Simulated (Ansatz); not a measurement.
Single-point calculation, with input and output: CuO₂ (part 2 of 2)

The same run, continued: CuO₂ (6 atoms in the cell); DFT PBEsol+U, scalar-relativistic, plane waves, PAW, Ueff = 4 eV on Cu d, spin-polarised (Ansatz 0.2.0); cutoff 420 eV, 16×16×8 k-mesh, Gaussian smearing of 0.05 eV, collinear spins. The structure was built on a prototype by a generator; it need not be a known phase. It belongs to a series of runs on one base structure; here: antiferromagnetic, doubled cell, propagation vector (0, 0, 1/2).

Geometry of the input (Å; fractional positions):
```
0.0000  2.3845  2.3845
2.3845  0.0000  2.3845
4.7690  4.7690  0.0000
Cu -0.0000  1.0000  1.0000
O  0.2500  0.2500  0.1250
O  0.7500  0.7500  0.3750
Cu -0.0000  1.0000  0.5000
O  0.2500  0.2500  0.6250
O  0.7500  0.7500  0.8750
```

### Output, continued
```
SCF iter   1: F=—  HF=-15407.661142 eV  |F-HF|=—  |Δ(HF+E_count)|=         —  Δρ=1.11e-1 (↑1.11e-1 ↓1.11e-1)  dr2=1.03e1  dr2_m=3.24e0  M=0.000 μB ∫|m|=0.586 μB  β_m=0.30  ethr=3.10e-3  ⟨swp⟩=5.1  Hψ=27470  notcnv=0  defer=5
preconditioner: auto → Kerker (q_TF=auto, 2.790 Å⁻¹)  [metal: Δε(μ)=0.001 eV  Ē_g=13.717 eV  σ=0.050 eV  W_gap=0.01  n_scr=22 (ndim 8)  ℏωp=34.2 eV  f_vac=0.031  D(μ)=7.43/eV (n_scr^D=110)]
spin=Collinear: Kerker preconditioning applied to the charge; magnetization (m = ρ↑ − ρ↓) channel mixes plain (no charge-response kernel on spin).
SCF iter   2: F=—  HF=-15406.480369 eV  |F-HF|=—  |Δ(HF+E_count)|=    1.18e0  Δρ=5.08e-2 (↑5.08e-2 ↓5.08e-2)  dr2=2.04e0  dr2_m=2.19e-1  M=0.000 μB ∫|m|=1.610 μB  β_m=0.30  ethr=3.10e-3  ⟨swp⟩=2.3  Hψ=15926  notcnv=0  defer=243
SCF iter   3: F=—  HF=-15406.538697 eV  |F-HF|=—  |Δ(HF+E_count)|=   5.83e-2  Δρ=3.26e-2 (↑3.26e-2 ↓3.26e-2)  dr2=3.45e-1  dr2_m=4.15e-1  M=0.000 μB ∫|m|=1.503 μB  β_m=0.30  ethr=3.10e-3  ⟨swp⟩=2.0  Hψ=14806  notcnv=0  defer=233
SCF iter   4: F=—  HF=-15407.101149 eV  |F-HF|=—  |Δ(HF+E_count)|=   5.62e-1  Δρ=5.15e-2 (↑5.15e-2 ↓5.15e-2)  dr2=3.55e0  dr2_m=1.75e-1  M=0.000 μB ∫|m|=2.165 μB  β_m=1.00  ethr=5.56e-4  ⟨swp⟩=2.6  Hψ=13795  notcnv=0  defer=233
SCF iter   5: F=—  HF=-15406.957691 eV  |F-HF|=—  |Δ(HF+E_count)|=   1.43e-1  Δρ=1.70e-2 (↑1.70e-2 ↓1.70e-2)  dr2=1.25e-1  dr2_m=1.02e-1  M=0.000 μB ∫|m|=2.338 μB  β_m=0.30  ethr=5.56e-4  ⟨swp⟩=2.0  Hψ=14413  notcnv=0  defer=248
SCF iter   6: F=—  HF=-15407.032302 eV  |F-HF|=—  |Δ(HF+E_count)|=   7.46e-2  Δρ=1.79e-2 (↑1.79e-2 ↓1.79e-2)  dr2=4.08e-1  dr2_m=4.63e-2  M=0.000 μB ∫|m|=2.534 μB  β_m=1.00  ethr=2.02e-4  ⟨swp⟩=3.0  Hψ=12695  notcnv=0  defer=248
SCF iter   7: F=—  HF=-15407.041376 eV  |F-HF|=—  |Δ(HF+E_count)|=   9.07e-3  Δρ=8.82e-3 (↑8.82e-3 ↓8.82e-3)  dr2=6.08e-2  dr2_m=2.26e-2  M=0.000 μB ∫|m|=2.676 μB  β_m=0.30  ethr=2.02e-4  ⟨swp⟩=2.0  Hψ=9334  notcnv=0  defer=248
SCF iter   8: F=—  HF=-15407.076083 eV  |F-HF|=—  |Δ(HF+E_count)|=   3.47e-2  Δρ=1.52e-2 (↑1.52e-2 ↓1.52e-2)  dr2=1.30e-1  dr2_m=7.35e-2  M=0.000 μB ∫|m|=2.660 μB  β_m=0.30  ethr=9.80e-5  ⟨swp⟩=2.5  Hψ=13643  notcnv=0  defer=254
SCF iter   9: F=—  HF=-15407.092436 eV  |F-HF|=—  |Δ(HF+E_count)|=   1.64e-2  Δρ=1.30e-2 (↑1.30e-2 ↓1.30e-2)  dr2=1.09e-1  dr2_m=5.03e-2  M=0.000 μB ∫|m|=2.710 μB  β_m=0.30  ethr=9.80e-5  ⟨swp⟩=1.0  Hψ=8838  notcnv=0  defer=254
SCF iter  10: F=—  HF=-15407.099014 eV  |F-HF|=—  |Δ(HF+E_count)|=   6.58e-3  Δρ=7.59e-3 (↑7.59e-3 ↓7.59e-3)  dr2=5.09e-2  dr2_m=1.30e-2  M=0.000 μB ∫|m|=2.810 μB  β_m=1.00  ethr=9.80e-5  ⟨swp⟩=2.3  Hψ=12038  notcnv=0  defer=254
SCF iter  11: F=—  HF=-15407.102248 eV  |F-HF|=—  |Δ(HF+E_count)|=   3.23e-3  Δρ=4.57e-3 (↑4.57e-3 ↓4.57e-3)  dr2=2.62e-3  dr2_m=9.54e-3  M=0.000 μB ∫|m|=2.864 μB  β_m=0.30  ethr=8.21e-5  ⟨swp⟩=2.0  Hψ=8977  notcnv=0  defer=254
SCF iter  12: F=—  HF=-15407.108438 eV  |F-HF|=—  |Δ(HF+E_count)|=   6.19e-3  Δρ=3.42e-3 (↑3.42e-3 ↓3.42e-3)  dr2=2.31e-4  dr2_m=5.73e-3  M=0.000 μB ∫|m|=2.894 μB  β_m=0.30  ethr=4.23e-6  ⟨swp⟩=1.8  Hψ=10320  notcnv=0  defer=254
SCF iter  13: F=—  HF=-15407.112465 eV  |F-HF|=—  |Δ(HF+E_count)|=   4.03e-3  Δρ=3.20e-3 (↑3.20e-3 ↓3.20e-3)  dr2=4.12e-5  dr2_m=5.08e-3  M=0.000 μB ∫|m|=2.915 μB  β_m=0.30  ethr=3.73e-7  ⟨swp⟩=2.0  Hψ=12340  notcnv=0  defer=254
SCF iter  14: F=—  HF=-15407.115198 eV  |F-HF|=—  |Δ(HF+E_count)|=   2.73e-3  Δρ=3.16e-3 (↑3.16e-3 ↓3.16e-3)  dr2=4.05e-4  dr2_m=4.82e-3  M=0.000 μB ∫|m|=2.932 μB  β_m=0.30  ethr=6.64e-8  ⟨swp⟩=2.0  Hψ=14732  notcnv=0  defer=254
Mixer restart at iter 14: flushing history
spin-set hold released at iteration 14 (site moments contracting): the magnetisation degrees of freedom join the quasi-Newton model from the next iteration; the mixer history was flushed
SCF iter  15: F=—  HF=-15407.117127 eV  |F-HF|=—  |Δ(HF+E_count)|=   1.93e-3  Δρ=2.74e-3 (↑2.74e-3 ↓2.74e-3)  dr2=2.22e-5  dr2_m=3.72e-3  M=0.000 μB ∫|m|=2.950 μB  β_m=0.56  ethr=6.64e-8  ⟨swp⟩=2.0  Hψ=14955  notcnv=0  defer=254
SCF iter  16: F=—  HF=-15407.123460 eV  |F-HF|=—  |Δ(HF+E_count)|=   6.33e-3  Δρ=4.80e-3 (↑4.80e-3 ↓4.80e-3)  dr2=1.94e-2  dr2_m=5.14e-3  M=0.000 μB ∫|m|=2.995 μB  β_m=0.12  ethr=3.58e-8  ⟨swp⟩=3.0  Hψ=19531  notcnv=0  defer=254  recentre
SCF iter  17: F=—  HF=-15407.120106 eV  |F-HF|=—  |Δ(HF+E_count)|=   3.35e-3  Δρ=2.19e-3 (↑2.19e-3 ↓2.19e-3)  dr2=1.57e-5  dr2_m=2.36e-3  M=0.000 μB ∫|m|=2.982 μB  β_m=0.19  ethr=3.58e-8  ⟨swp⟩=3.0  Hψ=19324  notcnv=0  defer=254
SCF iter  18: F=—  HF=-15407.123110 eV  |F-HF|=—  |Δ(HF+E_count)|=   3.00e-3  Δρ=1.41e-3 (↑1.41e-3 ↓1.41e-3)  dr2=1.86e-5  dr2_m=9.76e-4  M=0.000 μB ∫|m|=3.022 μB  β_m=0.69  ethr=2.53e-8  ⟨swp⟩=3.0  Hψ=18997  notcnv=0  defer=254
SCF iter  19: F=—  HF=-15407.125650 eV  |F-HF|=—  |Δ(HF+E_count)|=   2.54e-3  Δρ=8.63e-4 (↑8.63e-4 ↓8.63e-4)  dr2=5.10e-5  dr2_m=3.49e-4  M=0.000 μB ∫|m|=3.087 μB  β_m=0.85  ethr=2.53e-8  ⟨swp⟩=3.1  Hψ=20133  notcnv=0  defer=254
SCF iter  20: F=—  HF=-15407.125997 eV  |F-HF|=—  |Δ(HF+E_count)|=   3.47e-4  Δρ=6.24e-4 (↑6.24e-4 ↓6.24e-4)  dr2=4.17e-4  dr2_m=5.73e-5  M=0.000 μB ∫|m|=3.093 μB  β_m=0.92  ethr=2.53e-8  ⟨swp⟩=3.0  Hψ=17479  notcnv=0  defer=254
SCF iter  21: F=—  HF=-15407.126017 eV  |F-HF|=—  |Δ(HF+E_count)|=   1.94e-5  Δρ=5.80e-4 (↑5.80e-4 ↓5.80e-4)  dr2=4.00e-4  dr2_m=3.58e-5  M=0.000 μB ∫|m|=3.091 μB  β_m=0.86  ethr=2.53e-8  ⟨swp⟩=2.0  Hψ=14320  notcnv=0  defer=254
SCF iter  22: F=—  HF=-15407.125973 eV  |F-HF|=—  |Δ(HF+E_count)|=   4.38e-5  Δρ=5.11e-5 (↑5.11e-5 ↓5.11e-5)  dr2=7.03e-7  dr2_m=1.14e-6  M=0.000 μB ∫|m|=3.090 μB  β_m=0.93  ethr=2.53e-8  ⟨swp⟩=2.0  Hψ=14718  notcnv=0  defer=254
SCF iter  23: F=—  HF=-15407.125974 eV  |F-HF|=—  |Δ(HF+E_count)|=   9.83e-7  Δρ=4.36e-5 (↑4.36e-5 ↓4.36e-5)  dr2=2.26e-6  dr2_m=2.03e-7  M=0.000 μB ∫|m|=3.089 μB  β_m=0.97  ethr=1.13e-9  ⟨swp⟩=2.0  Hψ=13865  notcnv=0  defer=254
iter 24 did not close the SCF: its close was put off for a magnetic moment that had not settled (scf_convergence_deferred on its scf_iter line)
SCF iter  24: F=-15407.125974 eV  HF=-15407.125974 eV  |F-HF|=2.64e-9  |Δ(HF+E_count)|=   7.03e-8  Δρ=8.68e-6 (↑8.68e-6 ↓8.68e-6)  dr2=1.93e-8  dr2_m=2.58e-8  M=0.000 μB ∫|m|=3.089 μB  β_m=0.93  ethr=1.61e-10  ⟨swp⟩=10.6  Hψ=53432  notcnv=0
SCF iter  25: F=-15407.125974 eV  HF=-15407.125974 eV  |F-HF|=1.64e-9  |Δ(HF+E_count)|=   1.48e-8  Δρ=2.75e-6 (↑2.75e-6 ↓2.75e-6)  dr2=3.08e-9  dr2_m=2.77e-9  M=0.000 μB ∫|m|=3.089 μB  ethr=3.12e-11  ⟨swp⟩=4.3  Hψ=42594  notcnv=0
SCF 1 converged in 25 iterations: F = -15407.125974 eV  dr2 = 3.08e-9
  greatest PAW one-centre occupation: 1.000 electrons in one spin orbital (limit 2), on the Cu atom at site 3 (counted from 0), in its partial waves of l = 0
Initial density: read from a saved state, or passed on in memory by an earlier SCF of this step, an earlier step, the calling program or the single point that the run made first
Starting moments: Σ|m| = 2 μB on 2 of 6 sites; this step starts from the density that it was given
Initial wavefunctions: those read from a saved state, or passed on in memory by an earlier step or the calling program
the translation (0, 0, 0.5) carries every atom to within crystal.symmetry.tolerance of an atom of its element with the starting moment reversed, but both spin channels are solved: the run starts from a saved state that isn't shown to keep it, or this solve from the single point that its walk made first
iter 1 solved again at ethr=4.96e-12 eV; its pass at ethr=1.61e-6 eV (dr2=3.08e-9 eV) is discarded
SCF iter   1: F=—  HF=-15407.125974 eV  |F-HF|=—  |Δ(HF+E_count)|=         —  Δρ=2.75e-6 (↑2.75e-6 ↓2.75e-6)  dr2=3.08e-9  dr2_m=2.77e-9  M=-0.000 μB ∫|m|=3.089 μB  ethr=4.96e-12  ⟨swp⟩=1.0  Hψ=71549  notcnv=0
preconditioner: auto → Kerker (q_TF=auto, 2.790 Å⁻¹)  [metal: Δε(μ)=0.003 eV  Ē_g=13.303 eV  σ=0.050 eV  W_gap=0.03  n_scr=22 (ndim 8)  ℏωp=34.2 eV  f_vac=0.058  D(μ)=10.02/eV (n_scr^D=178)]
spin=Collinear: Kerker preconditioning applied to the charge; magnetization (m = ρ↑ − ρ↓) channel mixes plain (no charge-response kernel on spin).
SCF iter   2: F=-15407.125974 eV  HF=-15407.125974 eV  |F-HF|=6.16e-8  |Δ(HF+E_count)|=   8.84e-9  Δρ=7.11e-6 (↑7.11e-6 ↓7.11e-6)  dr2=7.23e-8  dr2_m=4.85e-9  M=0.000 μB ∫|m|=3.089 μB  ethr=4.96e-12  ⟨swp⟩=1.0  Hψ=60967  notcnv=0
SCF 2 converged in 2 iterations: F = -15407.125974 eV  dr2 = 7.23e-8
SCF converged after 25 iterations
Magnetization: 0.0000 μB (31.0000 up, 31.0000 down)
Absolute magnetization: 3.0861 μB (∫|ρ↑−ρ↓|, with the PAW one-centre terms)
Spin contamination: 1.3936 ħ² per cell (⟨S²⟩ above its minimum at these occupations)
Per-site moments (μB) at R_I (Å): [(0.4728873764749065, 0.8518208096354895), (0.4892011365626908, 0.8518208096354898), (-0.4892011365626912, 0.8518208096354898), (-0.47288737647490653, 0.8518208096354898), (-0.4892011365626908, 0.8518208096354898), (0.489201136562691, 0.8518208096354895)]
Free energy (F): -15407.125974 eV
Harris-Foulkes:  -15407.125974 eV  (|F-HF|=1.64e-9)
Internal energy: -15407.113444 eV  (E = F + TS)
E sigma→0 (E₀):  -15407.119709 eV
Entropy (-TS):   -0.012530 eV (-2.088 meV/atom)
Fermi energy:    10.077038 eV
--- Per-component energies (eV) ---
  E_band       = -936.721064
  E_kinetic    = 1277.916200
  E_local      = -10488.643432  (includes V_loc(G=0)·N_el)
  E_nonlocal   = 974.576335
  E_hartree    = 4474.460152
  E_xc         = -463.482696
  E_vxc        = -596.903936  (∫ρ·V_xc dr)
  E_hubbard    = 2.412940  (on-site DFT+U / exact-exchange correction)
  E_vhub       = -32.269137  (the Hubbard potential's part of the band-sum identity)
  E_paw        = -3849.492981  (= ΣΔE_a)
  E_vpaw       = -1020.326417  (= ΣTr[D̂ρ^β])
  E_aug_tail   = 0.009720  (compensation charges beyond the density's cutoff)
  E_ewald      = -7335.423239
  E_core_change = 0.553556  (= ΣΔE_core)
  E_smearing   = -0.012530  (= −TS)
  E_closure    = -0.000000  (closes the sum)
  Σ components = -15407.125974   (vs F -15407.125974, Δ=0.00e0)
--- Forces (eV/Å), atoms counted from 1 ---
  atom   1  Cu     0.00000000    -0.00000000     0.00000000
  atom   2  O     -0.05709134    -0.05709134     0.05709134
  atom   3  O      0.05709134     0.05709134    -0.05709134
  atom   4  Cu     0.00000000    -0.00000000    -0.00000000
  atom   5  O     -0.05709134    -0.05709134     0.05709134
  atom   6  O      0.05709134     0.05709134    -0.05709134
  max |Σ_I F_I| component: 1.39e-17 eV/Å
--- Stress (GPa, compression-positive) ---
        3.321553      -0.025961       0.025961
       -0.025961       3.321553       0.025961
        0.025961       0.025961       3.321553
  P = ⅓ Tr σ = 3.3216 GPa (33.216 kbar)
--- Band table (eV; the first three rows and the last of 426) ---
  k-point 0 ↑: bands = ["-102.0157", "-101.3932", "-59.5832", "-59.5832", "-59.3988", "-58.9632", "-58.8953", "-58.8953", "-9.9381", "-7.8982", "-7.7662", "-5.4816", "3.3750", "3.3750", "3.6596", "4.6548", "4.6548", "5.7724", "6.0379", "6.0379", "6.3961", "6.3961", "6.6329", "7.0441", "7.0441", "7.5173", "9.0953", "9.2089", "9.2089", "9.3980", "9.3980", "9.9590", "10.6783", "10.6783", "16.2867", "20.3781", "21.0659", "22.1807", "22.1807"]
  k-point 1 ↑: bands = ["-102.0157", "-101.3932", "-59.5832", "-59.5832", "-59.3988", "-58.9632", "-58.8953", "-58.8953", "-9.9013", "-8.2134", "-7.4489", "-5.5325", "3.3882", "3.3882", "3.7442", "4.6504", "4.6504", "5.8663", "6.0070", "6.0070", "6.2975", "6.2975", "6.3733", "7.2079", "7.2079", "7.7609", "8.8921", "9.1289", "9.1289", "9.4370", "9.4370", "9.9489", "10.6720", "10.6720", "16.4551", "20.2039", "21.0935", "22.0711", "22.2897"]
  k-point 2 ↑: bands = ["-102.0156", "-101.3932", "-59.5832", "-59.5832", "-59.3988", "-58.9632", "-58.8953", "-58.8953", "-9.7958", "-8.5666", "-7.0887", "-5.6741", "3.4216", "3.4216", "3.9867", "4.6357", "4.6357", "5.8726", "5.9264", "5.9264", "6.1581", "6.1620", "6.1620", "7.5302", "7.5302", "8.1318", "8.4810", "8.9552", "8.9552", "9.4905", "9.4905", "9.8337", "10.6569", "10.6569", "16.9209", "19.7472", "21.1420", "21.8130", "22.6088"]
  k-point 212 ↓: bands = ["-102.0153", "-101.3930", "-59.5853", "-59.5850", "-59.3985", "-58.9629", "-58.8975", "-58.8971", "-8.2208", "-8.0105", "-7.3610", "-7.1383", "3.2556", "3.3573", "3.5758", "4.5831", "5.0961", "5.0975", "5.3892", "5.4153", "6.1351", "6.3867", "6.7140", "6.8425", "6.9841", "7.3138", "8.1412", "8.2068", "8.2974", "8.7439", "10.1181", "10.2467", "10.5653", "10.9594", "20.2417", "20.5699", "21.8428", "21.9247", "24.8222"]
Occupation matrices written to [file]
--- Löwdin populations: 6 sites ---
  site symbol       q [e]    m [muB]
     0     Cu     17.7710     0.4020
     1      O      6.5510     0.5589
     2      O      6.5510    -0.5589
     3     Cu     17.7710    -0.4020
     4      O      6.5510    -0.5589
     5      O      6.5510     0.5589
  spilling = 0.004095 (of n_electrons = 62.000000)
```

### File populations.tsv
```
# site	symbol	l	j	q_up	q_dn
# orbitals = lowdin
# n_electrons = 62.000000
# spilling = 0.004095
# projection_atom_Cu: [Ne] 3s2 3p6 3d10 4s1
# projection_atom_O: [He] 2s2 2p4
0	Cu	0_3S	-	0.998927	0.998935
0	Cu	0_4S	-	0.237214	0.250945
0	Cu	1_3P	-	2.999502	2.999531
0	Cu	2_3D	-	4.850894	4.435078
1	O	0_2S	-	0.957495	0.951856
1	O	1_2P	-	2.597469	2.044189
2	O	0_2S	-	0.951856	0.957495
2	O	1_2P	-	2.044189	2.597469
3	Cu	0_3S	-	0.998935	0.998927
3	Cu	0_4S	-	0.250945	0.237214
3	Cu	1_3P	-	2.999531	2.999502
3	Cu	2_3D	-	4.435078	4.850894
4	O	0_2S	-	0.951856	0.957495
4	O	1_2P	-	2.044189	2.597469
5	O	0_2S	-	0.957495	0.951856
5	O	1_2P	-	2.597469	2.044189
```

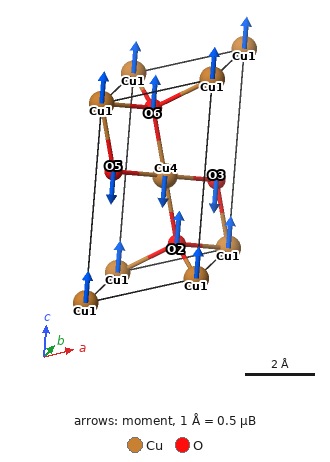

*Magnetic moments of the sites as blue arrows (ball-and-stick view of the reduced cell, seen slightly off an axis; atoms are numbered from 1 in the order of the input); small moments hardly show. The run is collinear, so the axis drawn is arbitrary.*

Site moments: O3 (−0.49 μB); O2, O6 (0.49 μB); O5 (−0.49 μB); Cu4 (−0.47 μB); Cu1 (0.47 μB). They are counted near the atoms and needn't add up to the moment of the cell.

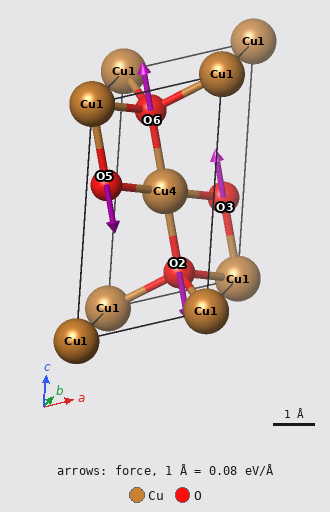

*Forces on the atoms as pink arrows (ball-and-stick view of the reduced cell, seen slightly off an axis; atoms are numbered from 1 in the order of the input).*

The largest act on all 4 O atoms (0.10 eV/Å). The geometry is not a stationary point of this energy.

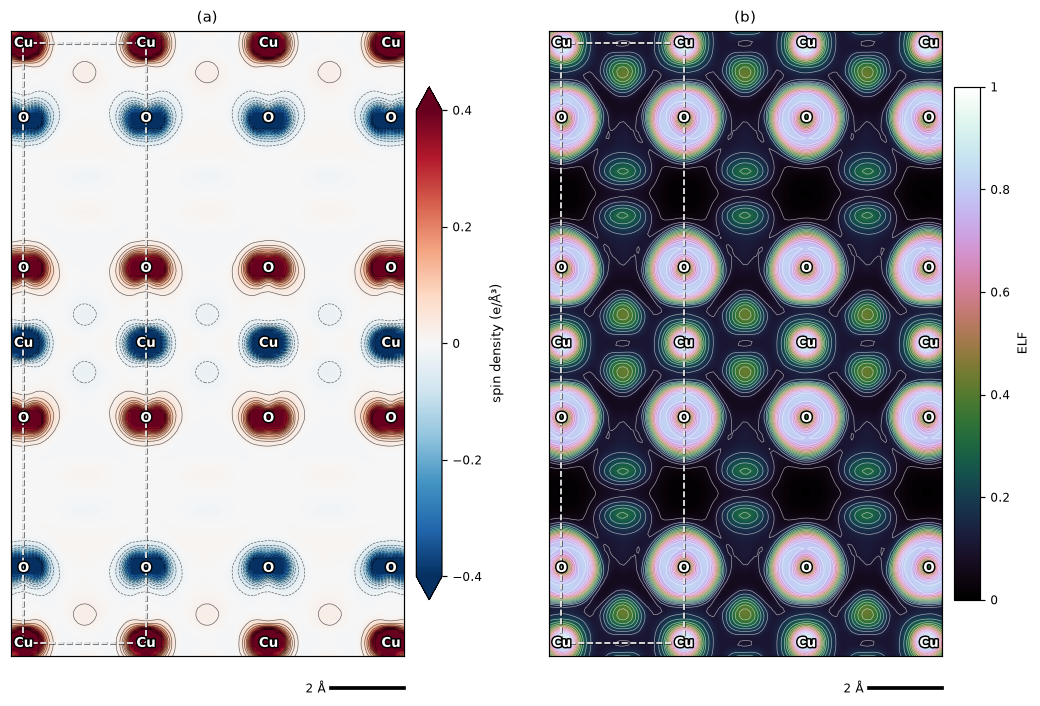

*(a) spin density; (b) electron localisation function on the (010) plane of the conventional cell of the magnetic structure.*

Atoms in the plane: Cu and O. Cu–O (2.07 Å): the ELF is about 0.20 at the midpoint; a polar contact without a shared pair, in a metal. The strong features right at Cu lie inside the PAW spheres (semicore, d or f shells) and say nothing about bonding. The cell of the calculation (6 atoms) carries 0.0 μB net. The fields are those of the smooth PAW valence density.

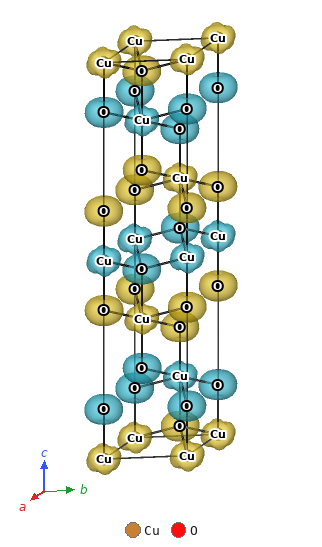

*Isosurfaces of the magnetisation density (up minus down) at +0.08 (yellow) and −0.08 e/Å³ (cyan), seen slightly off an axis. Sticks mark near contacts. The outline is the cell set on symmetry axes of the magnetic structure.*

The cell of the calculation (6 atoms) carries 0.0 μB net.
